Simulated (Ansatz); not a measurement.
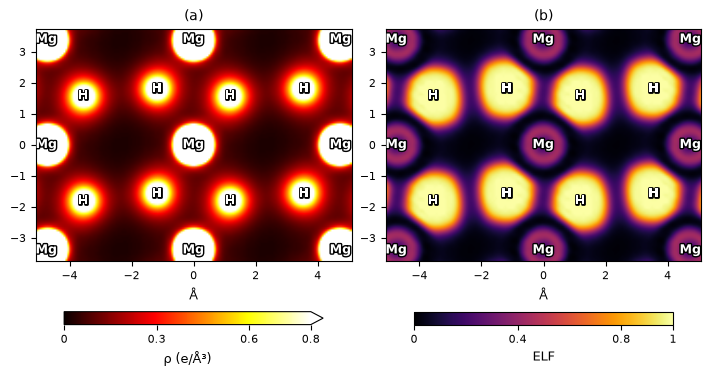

Figure. MgH2. (a) valence pseudo-density; (b) ELF on the (11̄0) plane of the conventional cell.

Space group Cmce; a structure generated by program, which may or may not match a known phase.

Level of theory: DFT PBE, scalar-relativistic, plane waves, PAW in Ansatz.

In a PAW calculation such maps are meaningful between the atoms, not at the nuclei.

Q: Interpret the plot.

A:
- The section cuts through Mg and H sites.
- Mg–H (1.98 Å): ρ is about 0.19 e/Å³ halfway; the ELF climbs to about 1 towards the hydrogen.
- Mg–H (2.17 Å): ρ is about 0.13 e/Å³ halfway; the ELF climbs to about 1 towards the hydrogen.
- Between the atoms the lowest density in this plane is 0.02 e/Å³.
